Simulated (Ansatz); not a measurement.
PtSe$_{2}$: geometry relaxation (part 2 of 2)

Continued. System: PtSe$_{2}$ (P-3m1, 3 atoms in the cell). Method: DFT PBEsol, scalar-relativistic, plane waves, PAW, no spin polarisation (Ansatz 0.2.0); cutoff 420 eV, 12×12×8 k-mesh, Gaussian smearing of 0.1 eV. The structure derives from an entry of the Crystallography Open Database.

Geometry of the input (Å; fractional positions):
```
3.7240  0.0000  0.0000
-1.8620  3.2251  0.0000
0.0000  0.0000  5.0620
Pt 0.0000  0.0000  0.0000
Se 0.3333  0.6667  0.2500
Se 0.6667  0.3333  0.7500
```

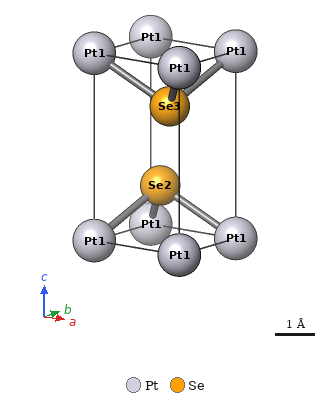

Figure 1. The geometry at step 2 of the log (ball-and-stick view of the cell of the calculation, seen slightly off an axis; atoms are numbered from 1 in the order of the input).

Log, continued
```
Crystal: 3 atoms, lattice volume = 59.340 Å³
Basis set: ecut = 420 eV, 1169 PW (Γ), exchange–correlation on 50×50×72 points (8 copies of the dense FFT grid, shifted against one another)
iter 1 solved again at ethr=6.62e-7 eV; its pass at ethr=3.10e-3 eV (dr2=3.31e-4 eV) is discarded
SCF iter   1: F=—  HF=-23233.470710 eV  |F-HF|=—  |Δ(HF+E_count)|=         —  Δρ=1.04e-3  dr2=2.53e-4  ethr=6.62e-7  ⟨swp⟩=2.2  Hψ=22482  notcnv=0
preconditioner: auto → LDOS  [metal: Δε(μ)=0.047 eV  Ē_g=10.095 eV  σ=0.100 eV  W_gap=0.26  n_scr=22 (ndim 8)  ℏωp=22.6 eV  f_vac=0.021  D(μ)=0.82/eV (n_scr^D=2)  β→1.0]
SCF iter   2: F=—  HF=-23233.470678 eV  |F-HF|=—  |Δ(HF+E_count)|=   3.18e-5  Δρ=2.58e-4  dr2=4.75e-5  ethr=5.05e-7  ⟨swp⟩=2.0  Hψ=6160  notcnv=0
SCF iter   3: F=—  HF=-23233.470666 eV  |F-HF|=—  |Δ(HF+E_count)|=   1.21e-5  Δρ=8.39e-5  dr2=1.08e-5  ethr=9.49e-8  ⟨swp⟩=2.0  Hψ=6683  notcnv=0
SCF iter   4: F=-23233.470662 eV  HF=-23233.470663 eV  |F-HF|=2.82e-8  |Δ(HF+E_count)|=   3.32e-6  Δρ=1.27e-5  dr2=6.43e-8  ethr=6.00e-10  ⟨swp⟩=9.8  Hψ=34495  notcnv=0
SCF 4 converged in 4 iterations: F = -23233.470662 eV  dr2 = 6.43e-8
relax step   4: F+E_penalty+E_count = -23233.47066248 eV  Δ(F+E_penalty+E_count) = -1.007e-3 eV  max|allowed force component| = 6.534e-4 eV/Å  Δτ_max = 0.0104 Å  P = +0.221 GPa  Ω = 59.340 Å³  energy of the carried Pulay correction = +3.023e-4 eV  (4 SCF iters, dr2 threshold 3.00e-7 eV, accepted)
Crystal: 3 atoms, lattice volume = 59.567 Å³
iter 1 solved again at ethr=7.93e-8 eV; its pass at ethr=3.10e-3 eV (dr2=3.97e-5 eV) is discarded
SCF iter   1: F=—  HF=-23233.470751 eV  |F-HF|=—  |Δ(HF+E_count)|=         —  Δρ=2.94e-4  dr2=2.74e-5  ethr=7.93e-8  ⟨swp⟩=3.1  Hψ=22244  notcnv=0
preconditioner: auto → LDOS  [metal: Δε(μ)=0.040 eV  Ē_g=10.082 eV  σ=0.100 eV  W_gap=0.22  n_scr=22 (ndim 8)  ℏωp=22.6 eV  f_vac=0.021  D(μ)=0.83/eV (n_scr^D=2)  β→1.0]
SCF iter   2: F=—  HF=-23233.470741 eV  |F-HF|=—  |Δ(HF+E_count)|=   9.25e-6  Δρ=1.26e-4  dr2=1.78e-5  ethr=5.47e-8  ⟨swp⟩=2.0  Hψ=6689  notcnv=0
SCF iter   3: F=—  HF=-23233.470736 eV  |F-HF|=—  |Δ(HF+E_count)|=   5.50e-6  Δρ=2.62e-5  dr2=8.47e-7  ethr=3.56e-8  ⟨swp⟩=2.6  Hψ=6156  notcnv=0
SCF iter   4: F=-23233.470736 eV  HF=-23233.470736 eV  |F-HF|=1.64e-10  |Δ(HF+E_count)|=   2.40e-7  Δρ=4.15e-6  dr2=6.85e-9  ethr=3.17e-10  ⟨swp⟩=10.1  Hψ=31765  notcnv=0
SCF 5 converged in 4 iterations: F = -23233.470736 eV  dr2 = 6.85e-9
  Residual-converged pass: ⟨swp⟩=1.0  Hψ=4455  notcnv=0  max |occ|·‖R‖ = 7.1e-9 eV (tolerance 1.0e-8 eV)  dr2=6.85e-9  dr2_onsite=6.54e-10  max |Δocc| = 8.9e-11
relax step   5: F+E_penalty+E_count = -23233.47073561 eV  Δ(F+E_penalty+E_count) = -7.312e-5 eV  max|allowed force component| = 1.354e-3 eV/Å  Δτ_max = 0.0039 Å  P = -0.020 GPa  Ω = 59.567 Å³  energy of the carried Pulay correction = +2.547e-4 eV  (4 SCF iters, dr2 threshold 1.58e-7 eV, accepted)
Basis set: ecut = 420 eV, 1169 PW (Γ), exchange–correlation on 54×54×72 points (8 copies of the dense FFT grid, shifted against one another)
Initial wavefunctions: pseudopotential atomic-orbital guess (no wavefunctions were taken with the density)
iter 1 solved again at ethr=9.64e-8 eV; its pass at ethr=3.10e-3 eV (dr2=4.82e-5 eV) is discarded
SCF iter   1: F=—  HF=-23233.470276 eV  |F-HF|=—  |Δ(HF+E_count)|=         —  Δρ=2.99e-4  dr2=1.38e-6  ethr=9.64e-8  ⟨swp⟩=3.0  Hψ=24300  notcnv=0
preconditioner: auto → LDOS  [metal: Δε(μ)=0.039 eV  Ē_g=10.081 eV  σ=0.100 eV  W_gap=0.22  n_scr=22 (ndim 8)  ℏωp=22.6 eV  f_vac=0.020  D(μ)=0.83/eV (n_scr^D=2)  β→1.0]
SCF iter   2: F=—  HF=-23233.470497 eV  |F-HF|=—  |Δ(HF+E_count)|=   2.21e-4  Δρ=1.19e-5  dr2=4.40e-8  ethr=2.77e-9  ⟨swp⟩=2.0  Hψ=7205  notcnv=0
SCF iter   3: F=—  HF=-23233.470497 eV  |F-HF|=—  |Δ(HF+E_count)|=   2.14e-8  Δρ=4.33e-6  dr2=1.17e-8  ethr=8.80e-11  ⟨swp⟩=2.0  Hψ=7209  notcnv=0
SCF iter   4: F=—  HF=-23233.470497 eV  |F-HF|=—  |Δ(HF+E_count)|=   8.78e-9  Δρ=1.72e-6  dr2=9.85e-10  ethr=2.34e-11  ⟨swp⟩=2.0  Hψ=6683  notcnv=0
SCF iter   5: F=—  HF=-23233.470497 eV  |F-HF|=—  |Δ(HF+E_count)|=  6.40e-10  Δρ=2.86e-7  dr2=7.03e-11  ethr=1.97e-12  ⟨swp⟩=2.0  Hψ=7081  notcnv=0
SCF iter   6: F=-23233.470497 eV  HF=-23233.470497 eV  |F-HF|=7.28e-12  |Δ(HF+E_count)|=  7.28e-12  Δρ=6.22e-8  dr2=2.63e-12  ethr=1.00e-12  ⟨swp⟩=5.9  Hψ=17208  notcnv=0
SCF 6 converged in 6 iterations: F = -23233.470497 eV  dr2 = 2.63e-12
relax step   6: F+E_penalty+E_count = -23233.47049695 eV  Δ(F+E_penalty+E_count) = +2.387e-4 eV  max|allowed force component| = 1.355e-3 eV/Å  Δτ_max = 0.0000 Å  P = -0.020 GPa  Ω = 59.567 Å³  stress off target by 2.52e-2 GPa  SCF on the basis re-selected at this cell (its energy is not comparable with the rows above)  (6 SCF iters)
basis re-selected at this cell: Δ(F+E_penalty+E_count) = +2.387e-4 eV, ΔP = +0.000 GPa vs the last step (what re-selecting the basis moved, of the pressure what is left beyond the Pulay correction that the steps carried, after the strain that the cell walked since its last selection, with what the two solves' SCF thresholds leave and, on support functions, any second-order correction that the steps lacked; it is no measure of the basis error at this ecutwfc). The dense FFT grid was sized anew with the basis: this SCF ran on 27×27×36 points, the steps before it on 25×25×36, so part of this shift can come from that change (see relax.cell in the input reference). This SCF's stress stands 2.52e-2 GPa from its target on what of the cell is left free (relax.cell.stress_tol is 5.00e-2 GPa) and its largest allowed force component is 1.36e-3 eV/Å (relax.f_tol is 5.00e-3 eV/Å): within both
SCF converged after 6 iterations
Free energy (F): -23233.470497 eV
Harris-Foulkes:  -23233.470497 eV  (|F-HF|=7.28e-12)
Internal energy: -23233.466362 eV  (E = F + TS)
E sigma→0 (E₀):  -23233.468430 eV
Entropy (-TS):   -0.004135 eV (-1.378 meV/atom)
Fermi energy:    13.488844 eV
--- Per-component energies (eV) ---
  E_band       = -947.695389
  E_kinetic    = 874.605867
  E_local      = -6548.374266  (includes V_loc(G=0)·N_el)
  E_nonlocal   = -980.507285
  E_hartree    = 3032.324103
  E_xc         = -467.323241
  E_vxc        = -499.085637  (∫ρ·V_xc dr)
  E_paw        = -13053.776424  (= ΣΔE_a)
  E_vpaw       = 141.018799  (= ΣTr[D̂ρ^β])
  E_aug_tail   = -0.001031  (compensation charges beyond the density's cutoff)
  E_ewald      = -6092.717968
  E_core_change = 2.303882  (= ΣΔE_core)
  E_smearing   = -0.004135  (= −TS)
  E_closure    = 0.000000  (closes the sum)
  Σ components = -23233.470497   (vs F -23233.470497, Δ=0.00e0)
--- Forces (eV/Å), atoms counted from 1 ---
  atom   1  Pt     0.00000000    -0.00000000     0.00000000
  atom   2  Se    -0.00000000    -0.00000000     0.00135513
  atom   3  Se     0.00000000     0.00000000    -0.00135513
  max |Σ_I F_I| component: 3.47e-18 eV/Å
--- Stress (GPa, compression-positive) ---
       -0.025169      -0.000000       0.000000
       -0.000000      -0.025169      -0.000000
       -0.000000      -0.000000      -0.009212
  P = ⅓ Tr σ = -0.0199 GPa (-0.199 kbar)
--- Band table (eV; the first three rows and the last of 131) ---
  k-point 0: bands = ["-85.9549", "-40.1674", "-40.1674", "-40.0690", "-35.0988", "-35.0988", "-35.0963", "-35.0963", "-35.0891", "-35.0891", "-35.0837", "-35.0837", "-35.0818", "-35.0814", "-2.2430", "0.8317", "6.2953", "7.1293", "7.1293", "9.6151", "9.6151", "10.9979", "12.4481", "12.4481", "14.2082", "14.6698", "14.6698", "16.7458", "17.5316", "20.6936"]
  k-point 1: bands = ["-85.9549", "-40.1674", "-40.1674", "-40.0690", "-35.0988", "-35.0988", "-35.0963", "-35.0963", "-35.0889", "-35.0889", "-35.0839", "-35.0839", "-35.0819", "-35.0813", "-2.1703", "0.6431", "6.5490", "7.1417", "7.1417", "9.6067", "9.6067", "10.9868", "12.3359", "12.3359", "13.7468", "14.8423", "14.8423", "16.9120", "17.9715", "20.6313"]
  k-point 2: bands = ["-85.9549", "-40.1674", "-40.1674", "-40.0690", "-35.0985", "-35.0985", "-35.0965", "-35.0965", "-35.0884", "-35.0884", "-35.0845", "-35.0845", "-35.0820", "-35.0812", "-1.9591", "0.1831", "7.1721", "7.1721", "7.1900", "9.5880", "9.5880", "10.9319", "12.1011", "12.1011", "12.8357", "15.2420", "15.2420", "17.3786", "18.8211", "20.4410"]
  k-point 130: bands = ["-85.9547", "-40.1737", "-40.1737", "-40.0685", "-35.0976", "-35.0976", "-35.0975", "-35.0969", "-35.0871", "-35.0867", "-35.0866", "-35.0866", "-35.0809", "-35.0809", "-0.1438", "-0.1438", "6.9890", "6.9890", "7.3683", "9.0855", "9.1144", "9.1144", "9.9675", "10.9882", "10.9882", "15.7507", "15.7507", "20.0521", "20.9846", "21.0056"]
--- Relaxed structure (5 steps of the walk, 5 accepted, 1 SCFs on fresh bases) ---
  F+E_penalty+E_count = -23233.47049695 eV   max|allowed force component| = 1.355e-3 eV/Å   (the final SCF, on the basis selected at the relaxed cell)
  cell:  # Å, volume = 59.5670 Å³
    - [3.760724906552248, -2.77248835272398e-32, -1.4030868728029836e-17]
    - [-1.880362453276124, 3.2568833057191062, 7.015434364014917e-18]
    - [-1.9072031678370286e-17, -4.132256676396506e-33, 4.863310307341185]
  atoms:
    - { symbol: Pt, position: [-3.1877122847305245e-34, 2.890482851250194e-34, 1.142317579334128e-19] }
    - { symbol: Se, position: [0.3333333333333333, 0.6666666666666666, 0.2606754608711839] }
    - { symbol: Se, position: [0.6666666666666666, 0.3333333333333333, 0.739324539128816] }
```

Trajectory as extended XYZ (Å, eV, eV/Å), 6 frames, from step=1 to step=6
```
3
Lattice="3.7240 0.0000 0.0000 -1.8620 3.2251 0.0000 0.0000 0.0000 5.0620" Properties=species:S:1:pos:R:3:forces:R:3 step=1 energy=-23233.45150 pressure_GPa=2.13
Pt    0.0000    0.0000    0.0000    0.0000   0.0000   0.0000
Se    0.0000    2.1501    1.2655    0.0000   0.0000   0.3049
Se    1.8620    1.0750    3.7965    0.0000   0.0000  -0.3049
3
Lattice="3.7478 0.0000 0.0000 -1.8739 3.2457 0.0000 0.0000 0.0000 4.9668" Properties=species:S:1:pos:R:3:forces:R:3 step=2 energy=-23233.46393 pressure_GPa=-1.21
Pt    0.0000    0.0000    0.0000    0.0000   0.0000   0.0000
Se    0.0000    2.1638    1.2962    0.0000   0.0000  -0.2057
Se    1.8739    1.0819    3.6706    0.0000   0.0000   0.2057
3
Lattice="3.7573 0.0000 0.0000 -1.8786 3.2539 0.0000 0.0000 0.0000 4.9159" Properties=species:S:1:pos:R:3:forces:R:3 step=3 energy=-23233.46966 pressure_GPa=-0.46
Pt    0.0000    0.0000    0.0000    0.0000   0.0000   0.0000
Se    0.0000    2.1693    1.2751    0.0000   0.0000  -0.0391
Se    1.8786    1.0846    3.6407    0.0000   0.0000   0.0391
3
Lattice="3.7578 0.0000 0.0000 -1.8789 3.2544 0.0000 0.0000 0.0000 4.8523" Properties=species:S:1:pos:R:3:forces:R:3 step=4 energy=-23233.47066 pressure_GPa=0.22
Pt    0.0000    0.0000    0.0000    0.0000   0.0000   0.0000
Se    0.0000    2.1696    1.2686    0.0000   0.0000   0.0007
Se    1.8789    1.0848    3.5837    0.0000   0.0000  -0.0007
3
Lattice="3.7607 0.0000 0.0000 -1.8804 3.2569 0.0000 0.0000 0.0000 4.8633" Properties=species:S:1:pos:R:3:forces:R:3 step=5 energy=-23233.47074 pressure_GPa=-0.02
Pt    0.0000    0.0000    0.0000    0.0000   0.0000   0.0000
Se    0.0000    2.1713    1.2677    0.0000   0.0000   0.0014
Se    1.8804    1.0856    3.5956    0.0000   0.0000  -0.0014
3
Lattice="3.7607 0.0000 0.0000 -1.8804 3.2569 0.0000 0.0000 0.0000 4.8633" Properties=species:S:1:pos:R:3:forces:R:3 step=6 energy=-23233.47050 pressure_GPa=-0.02
Pt    0.0000    0.0000    0.0000    0.0000   0.0000   0.0000
Se    0.0000    2.1713    1.2677    0.0000   0.0000   0.0014
Se    1.8804    1.0856    3.5956    0.0000   0.0000  -0.0014
```

Results in brief

| quantity | value |
| --- | --- |
| outcome | converged |
| space group (tolerance 0.01 Å) | P-3m1 (164) |
| electrons treated | 50 |
| free energy | −23233.4705 eV |
| Fermi energy | 13.489 eV |
| gap on the k-point mesh | none (metallic) |
| pressure | −0.02 GPa |
| final volume | 59.57 Å³ |
| largest force (length of the vector) at the end | 0.001 eV/Å |
| final cell | a = 3.761 Å, b = 3.761 Å, c = 4.863 Å, α = 90.00°, β = 90.00°, γ = 120.00° |
| hardware | 2 threads of Intel Xeon @ 2.50GHz (Skylake/Cascade Lake), 189 GiB of memory available, shared host |
| wall time | 80 s (CPU time 2.6 min) |
| peak memory | 0.53 GiB |

Notes

Spin–orbit coupling is left out, which matters for Pt.
